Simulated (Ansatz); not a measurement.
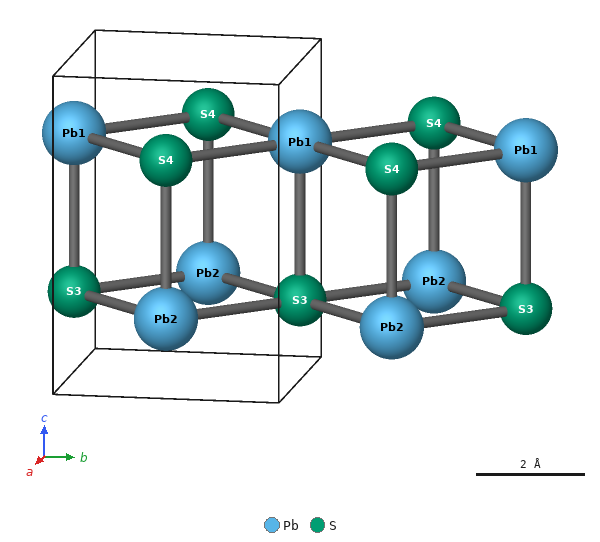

The starting structure (ball-and-stick view of the cell of the calculation, repeated 1 × 2 × 1, seen slightly off an axis; atoms are numbered from 1 in the order of the input).

**Geometry relaxation, with input and output: PbS**

The run: geometry relaxation of PbS (4 atoms in the cell). Method and program: DFT PBE, scalar-relativistic, plane waves, PAW, no spin polarisation (Ansatz 0.2.0).

The structure was made by a generator, so it may or may not be a known phase. Figures and captions count atoms from 1; the log counts them from 0 in places.

**Log**
```
Engine: ansatz 0.2.0, x86_64-unknown-linux-gnu
Pseudopotentials: kind: paw
Pseudopotential: Pb, paw, valence charge 14, recommended cutoff 420 eV (normal), Pb.paw.azcp
Pseudopotential: S, paw, valence charge 6, recommended cutoff 420 eV (normal), S.paw.azcp
Functional definition: PBE
  parameter kappa = 0.804
  parameter beta = 0.06672455060314922
  exchange = pbe_x(kappa = kappa, mu = beta*pi^2/3)
  correlation = pbe_c(beta = beta)
Crystal: 4 atoms, lattice volume = 111.693 Å³
Basis set: ecut = 420 eV, 2173 PW (Γ), exchange–correlation on 60×60×90 points (8 copies of the dense FFT grid, shifted against one another)
Bands: 24, of which v1, the nominal top of the filled ones, is band 20 counted from 1 (19 counted from 0)
Symmetry: 16 space group operations
Space group: P4/nmm (ITA 129), of the structure as read, at distance tolerance 4.8e-5 Å
k-points: 60 of 384
Non-local potential: Pb, projectors of the file, l = 0: 2, l = 1: 2, l = 2: 2, l = 3: 2
Non-local potential: S, projectors of the file, l = 0: 2, l = 1: 2, l = 2: 2
PAW form: soft (Blöchl's): semilocal exchange-correlation on the pseudo side does not see the compensation charge
PAW one-centre angular grid: Pb, 590 points (default); XC on 64 Gauss nodes
PAW one-centre angular grid: S, 110 points (default); XC on 64 Gauss nodes
Initial density: superposition of atomic densities (neutral atoms: chi_scale 0, normalization atom), corrected by the library's trained network
Initial wavefunctions: pseudopotential atomic-orbital guess
Functional: x = pbe(κ = 0.804, μ = 0.2195149727645171), c = pbe(β = 0.06672455060314922)
SCF iter   1: F=—  HF=-25619.129565 eV  |F-HF|=—  |Δ(HF+E_count)|=         —  Δρ=8.81e-4  dr2=1.43e-3  ethr=1.77e-3  ⟨swp⟩=6.8  Hψ=6973  notcnv=0
preconditioner: auto → Resta (q_TF=auto, 2.299 Å⁻¹)  ε∞=3.5  [insulator: Δε(μ)=0.596 eV  Ē_g=13.948 eV  σ=0.020 eV  W_gap=1.00  n_scr=20 (ndim 8)  ℏωp=22.2 eV  f_vac=0.003  D(μ)=0.00/eV (n_scr^D=0)  ε∞_Penn≈3.5]
SCF iter   2: F=—  HF=-25619.127004 eV  |F-HF|=—  |Δ(HF+E_count)|=   2.56e-3  Δρ=4.53e-4  dr2=1.99e-4  ethr=3.58e-6  ⟨swp⟩=2.1  Hψ=3210  notcnv=0
SCF iter   3: F=—  HF=-25619.127078 eV  |F-HF|=—  |Δ(HF+E_count)|=   7.40e-5  Δρ=1.59e-4  dr2=2.01e-5  ethr=4.98e-7  ⟨swp⟩=2.0  Hψ=1934  notcnv=0
SCF iter   4: F=—  HF=-25619.127245 eV  |F-HF|=—  |Δ(HF+E_count)|=   1.67e-4  Δρ=4.97e-5  dr2=3.24e-6  ethr=5.02e-8  ⟨swp⟩=2.4  Hψ=1937  notcnv=0
SCF iter   5: F=—  HF=-25619.127248 eV  |F-HF|=—  |Δ(HF+E_count)|=   2.36e-6  Δρ=1.29e-5  dr2=1.70e-7  ethr=8.09e-9  ⟨swp⟩=2.0  Hψ=1977  notcnv=0
SCF iter   6: F=-25619.127248 eV  HF=-25619.127248 eV  |F-HF|=6.52e-9  |Δ(HF+E_count)|=   2.77e-7  Δρ=2.15e-6  dr2=5.01e-9  ethr=2.50e-10  ⟨swp⟩=5.1  Hψ=6431  notcnv=0
SCF 1 converged in 6 iterations: F = -25619.127248 eV  dr2 = 5.01e-9
  greatest PAW one-centre occupation: 0.982 electrons in one spin orbital (limit 2), on the Pb atom at site 1 (counted from 0), in its partial waves of l = 2
relax step   1: F+E_penalty+E_count = -25619.12724799 eV  Δ(F+E_penalty+E_count) = +0.000e0 eV  max|allowed force component| = 1.474e-3 eV/Å  Δτ_max = 0.0000 Å  P = -1.441 GPa  Ω = 111.693 Å³  fix = [volume]  reactions: volume -1.441 GPa  (6 SCF iters, dr2 threshold 1.00e-7 eV, accepted)
Initial density: handed on by an earlier stage of this run
Initial wavefunctions: pseudopotential atomic-orbital guess (no wavefunctions were taken with the density)
iter 1 solved again at ethr=1.99e-7 eV; its pass at ethr=3.10e-3 eV (dr2=7.97e-5 eV) is discarded
SCF iter   1: F=—  HF=-25619.127096 eV  |F-HF|=—  |Δ(HF+E_count)|=         —  Δρ=2.33e-6  dr2=5.20e-9  ethr=1.99e-7  ⟨swp⟩=3.3  Hψ=11133  notcnv=0
eigensolver tolerance schedule: the retry pair's looser diagonalisation over-reported the residual by 15326.57 of it (diagonalisation noise at 65.80 of the residual, at the tolerance the schedule requests for it); recorded, not acted on — ethr = c·dr2/N_el stays at c = 1.0e-1
preconditioner: auto → Resta (q_TF=auto, 2.299 Å⁻¹)  ε∞=3.5  [insulator: Δε(μ)=0.586 eV  Ē_g=13.948 eV  σ=0.020 eV  W_gap=1.00  n_scr=20 (ndim 8)  ℏωp=22.2 eV  f_vac=0.002  D(μ)=0.00/eV (n_scr^D=0)  ε∞_Penn≈3.5]
SCF iter   2: F=—  HF=-25619.127248 eV  |F-HF|=—  |Δ(HF+E_count)|=   1.52e-4  Δρ=1.27e-6  dr2=1.72e-9  ethr=1.30e-11  ⟨swp⟩=3.3  Hψ=3625  notcnv=0
SCF iter   3: F=—  HF=-25619.127248 eV  |F-HF|=—  |Δ(HF+E_count)|=   3.55e-9  Δρ=4.26e-7  dr2=2.93e-10  ethr=4.29e-12  ⟨swp⟩=2.9  Hψ=2561  notcnv=0
SCF iter   4: F=-25619.127248 eV  HF=-25619.127248 eV  |F-HF|=1.09e-10  |Δ(HF+E_count)|=  6.29e-10  Δρ=2.09e-7  dr2=5.83e-11  ethr=1.00e-12  ⟨swp⟩=4.6  Hψ=5098  notcnv=0
SCF 2 converged in 4 iterations: F = -25619.127248 eV  dr2 = 5.83e-11
relax step   2: F+E_penalty+E_count = -25619.12724800 eV  Δ(F+E_penalty+E_count) = -2.190e-9 eV  max|allowed force component| = 1.478e-3 eV/Å  Δτ_max = 0.0000 Å  P = -1.441 GPa  Ω = 111.693 Å³  fix = [volume]  reactions: volume -1.441 GPa  stress off target by 5.24e-3 GPa on what of the cell is left free  SCF on the basis re-selected at this cell (its energy is not comparable with the rows above)  (4 SCF iters)
```

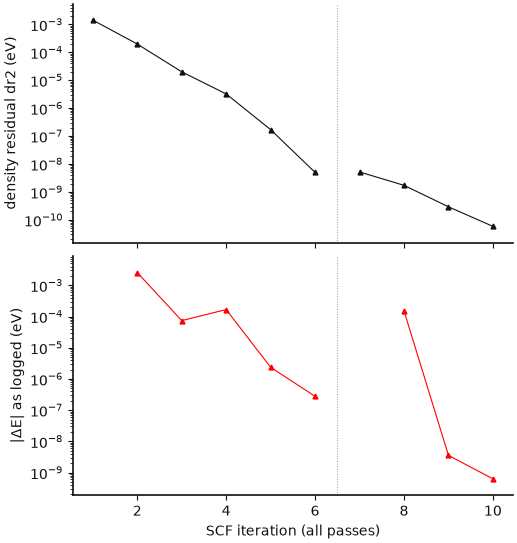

Convergence of the self-consistent field: density residual dr2 and size of the energy change against the SCF iteration. The dotted lines part the SCF passes of the relaxation: geometry steps, rejected trials and re-solves on a re-selected basis. The passes take 6 and 4 iterations.

```
basis re-selected at this cell: Δ(F+E_penalty+E_count) = -2.190e-9 eV, ΔP = -0.000 GPa vs the last step (what re-selecting the basis moved, of the pressure what is left beyond the Pulay correction that the steps carried, after the strain that the cell walked since its last selection, with what the two solves' SCF thresholds leave and, on support functions, any second-order correction that the steps lacked; it is no measure of the basis error at this ecutwfc). This SCF's stress stands 5.24e-3 GPa from its target on what of the cell is left free (relax.cell.stress_tol is 1.00e-1 GPa) and its largest allowed force component is 1.48e-3 eV/Å (relax.f_tol is 1.00e-2 eV/Å): within both
SCF converged after 4 iterations
Free energy (F): -25619.127248 eV
Harris-Foulkes:  -25619.127248 eV  (|F-HF|=1.09e-10)
Internal energy: -25619.127248 eV  (E = F + TS)
E sigma→0 (E₀):  -25619.127248 eV
Fermi energy:    7.647659 eV
--- Per-component energies (eV) ---
  E_band       = -143.553402
  E_kinetic    = 783.470159
  E_local      = -2542.679632  (includes V_loc(G=0)·N_el)
  E_nonlocal   = 756.773283
  E_hartree    = 984.014372
  E_xc         = -635.540457
  E_vxc        = -438.897066  (∫ρ·V_xc dr)
  E_paw        = -22006.429946  (= ΣΔE_a)
  E_vpaw       = -670.248780  (= ΣTr[D̂ρ^β])
  E_aug_tail   = 0.000094  (compensation charges beyond the density's cutoff)
  E_ewald      = -2958.735121
  E_smearing   = -0.000000  (= −TS)
  E_closure    = 0.000000  (closes the sum)
  Σ components = -25619.127248   (vs F -25619.127248, Δ=0.00e0)
--- Forces (eV/Å), atoms counted from 1 ---
  atom   1  Pb     0.00000000     0.00000000     0.00144026
  atom   2  Pb     0.00000000     0.00000000    -0.00144026
  atom   3  S      0.00000000     0.00000000    -0.00147850
  atom   4  S      0.00000000     0.00000000     0.00147850
  max |Σ_I F_I| component: 0.00e0 eV/Å
--- Stress (GPa, compression-positive) ---
       -1.443264       0.000000       0.000000
        0.000000      -1.443264       0.000000
        0.000000       0.000000      -1.435397
  P = ⅓ Tr σ = -1.4406 GPa (-14.406 kbar)
--- Band table (eV; the first three rows and the last of 60) ---
  k-point 0: bands = ["-9.4120", "-9.3413", "-9.3225", "-9.3225", "-9.3224", "-9.3052", "-9.3050", "-9.2852", "-9.2759", "-9.2759", "-5.5957", "-4.1909", "0.3115", "1.2664", "2.7831", "4.4012", "4.4012", "5.5662", "5.5662", "5.5682", "11.5568", "12.4215", "12.4258", "12.4258"]
  k-point 1: bands = ["-9.4018", "-9.3400", "-9.3237", "-9.3195", "-9.3195", "-9.3089", "-9.3036", "-9.2865", "-9.2792", "-9.2792", "-5.5244", "-4.3119", "0.2041", "1.0631", "3.3002", "4.4728", "4.4728", "5.4823", "5.4823", "5.9127", "11.2922", "11.6516", "12.2395", "12.2710"]
  k-point 2: bands = ["-9.3760", "-9.3366", "-9.3271", "-9.3217", "-9.3113", "-9.3113", "-9.3000", "-9.2901", "-9.2879", "-9.2879", "-5.3157", "-4.6201", "0.1355", "0.6501", "4.5094", "4.6729", "4.6729", "5.2568", "5.2568", "6.4705", "9.7935", "11.0394", "11.9353", "12.1293"]
  k-point 59: bands = ["-9.3805", "-9.3805", "-9.3103", "-9.3103", "-9.3086", "-9.3086", "-9.3032", "-9.3032", "-9.2757", "-9.2757", "-4.1495", "-4.1495", "-0.2909", "-0.2909", "3.4752", "3.4752", "3.5128", "3.5128", "6.5292", "6.5292", "9.6372", "9.6372", "12.0235", "12.0235"]
--- Relaxed structure (1 steps of the walk, 1 accepted, 1 SCFs on fresh bases) ---
  F+E_penalty+E_count = -25619.12724800 eV   max|allowed force component| = 1.478e-3 eV/Å   (the final SCF, on the basis selected at the relaxed cell)
  cell:  # Å, volume = 111.6932 Å³
    - [4.2901160841, 0.0, 0.0]
    - [0.0, 4.2901160841, 0.0]
    - [0.0, 0.0, 6.0685996716]
  atoms:
    - { symbol: Pb, position: [0.5, 0.0, 0.7488913845] }
    - { symbol: Pb, position: [0.0, 0.5, 0.2511086155] }
    - { symbol: S, position: [0.5, 0.0, 0.2514106327999999] }
    - { symbol: S, position: [0.0, 0.5, 0.7485893671999999] }
```

**Trajectory as extended XYZ (Å, eV, eV/Å), 2 frames, from step=1 to step=2**
```
4
Lattice="4.2901 0.0000 0.0000 0.0000 4.2901 0.0000 0.0000 0.0000 6.0686" Properties=species:S:1:pos:R:3:forces:R:3 step=1 energy=-25619.12725 pressure_GPa=-1.44
Pb    2.1451    0.0000    4.5447    0.0000   0.0000   0.0014
Pb    0.0000    2.1451    1.5239    0.0000   0.0000  -0.0014
S     2.1451    0.0000    1.5257    0.0000   0.0000  -0.0015
S     0.0000    2.1451    4.5429    0.0000   0.0000   0.0015
4
Lattice="4.2901 0.0000 0.0000 0.0000 4.2901 0.0000 0.0000 0.0000 6.0686" Properties=species:S:1:pos:R:3:forces:R:3 step=2 energy=-25619.12725 pressure_GPa=-1.44
Pb    2.1451    0.0000    4.5447    0.0000   0.0000   0.0014
Pb    0.0000    2.1451    1.5239    0.0000   0.0000  -0.0014
S     2.1451    0.0000    1.5257    0.0000   0.0000  -0.0015
S     0.0000    2.1451    4.5429    0.0000   0.0000   0.0015
```

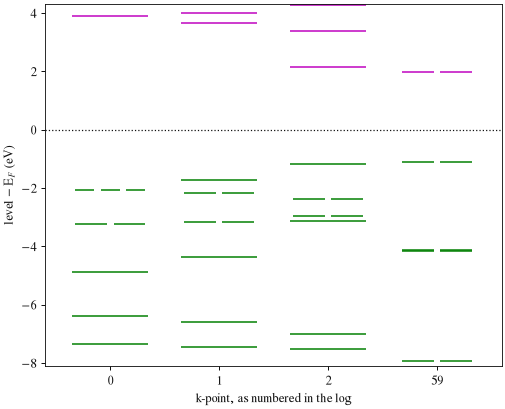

Kohn–Sham levels near the Fermi level (dotted) at the few k-points that the log prints; levels within 0.02 eV of each other stand side by side. Among these points the highest filled and lowest empty levels are 3.11 eV apart; the gap on the full mesh, 0.59 eV, has an edge at a point that isn't printed.

This output came from the following input.

**The input**
```yaml
crystal:
  lattice:
    - [4.2901160841, 0.0, 0.0]
    - [0.0, 4.2901160841, 0.0]
    - [0.0, 0.0, 6.0685996716]
  atoms:
    - { symbol: Pb, position: [0.5, 0.0, 0.7488913845] }
    - { symbol: Pb, position: [0.0, 0.5, 0.2511086155] }
    - { symbol: S, position: [0.5, 0.0, 0.2514106328] }
    - { symbol: S, position: [0.0, 0.5, 0.7485893672] }
basis:
  ecutwfc: 420
kpoints:
  mp_grid: { grid: [8, 8, 6] }
hamiltonian:
  xc: pbe
scf:
  occupations: { method: gaussian, width: 0.02 }
output:
  forces: true
  stress: true
  eigenvalues: true
relax:
  adjacent_minimum: "off"
  f_tol: 0.01
  max_steps: 30
  cell: { stress_tol: 0.1, fix: [volume] }
```

Launched with:
```bash
ansatz run input.yaml --threads 1 --pin off --max-ram 2048MiB --backend cpu --events-out ev --progress --plain --runs-dir out
```

**Results in brief**

```csv
quantity,value
outcome,converged
space group (tolerance 0.01 Å),P4/nmm (129)
electrons treated,40
free energy,−25619.1272 eV
Fermi energy,7.648 eV
gap on the k-point mesh,0.59 eV
pressure,−1.44 GPa
final volume,111.69 Å³
largest force (length of the vector) at the end,0.001 eV/Å
final cell,"a = 4.290 Å, b = 4.290 Å, c = 6.069 Å, α = 90.00°, β = 90.00°, γ = 90.00°"
hardware,"1 thread of Intel Xeon (Granite Rapids), 128 GiB of memory available, shared host"
wall time,8.7 s
peak memory,0.46 GiB
```

Spin–orbit coupling is left out, which matters for Pb.
